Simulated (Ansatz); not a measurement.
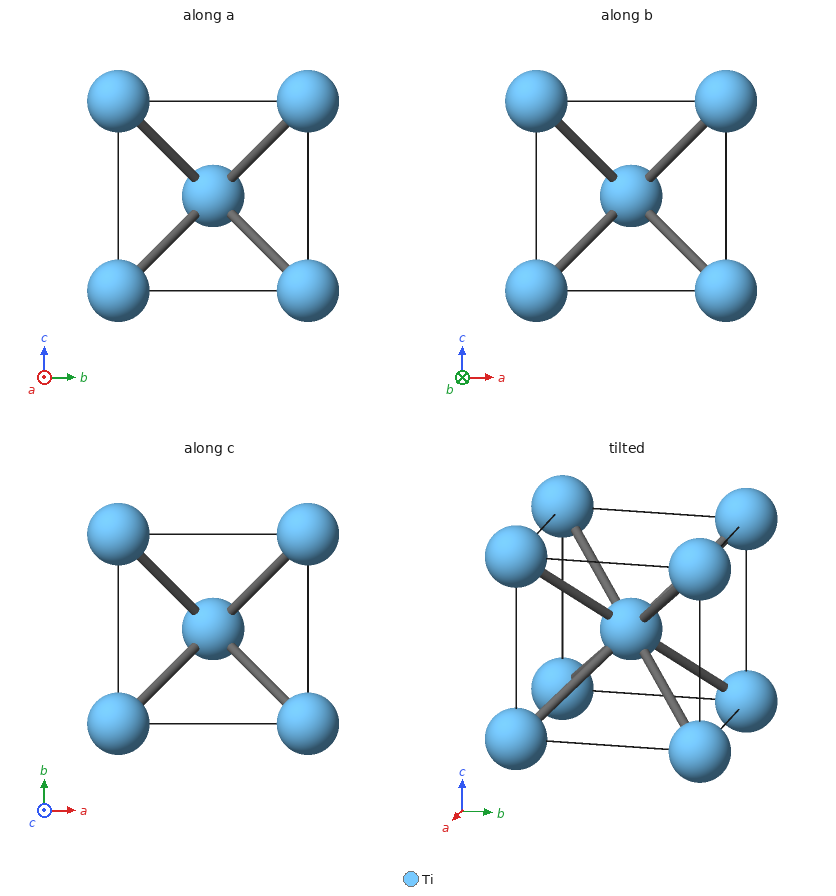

The figure gives a ball-and-stick picture of the atoms, viewed along the a axis, along the b axis, along the c axis and slightly off an axis. The edges of the conventional unit cell are marked.

Lattice parameters: a = 3.281 Å, b = 3.281 Å, c = 3.281 Å, α = 90.00°, β = 90.00°, γ = 90.00°.

**Write down what is shown as a table of Wyckoff sites.**

Space group Im-3m (No. 229).
```tsv
atom	site	x	y	z
Ti	2a	0.0000	0.0000	0.0000
```

The cell started as a structure type filled with this element by a generator (whether the element takes this form wasn't checked). Earlier steps of the study may have refined or changed the cell and positions. Ansatz was used for an electronic-structure calculation on it.
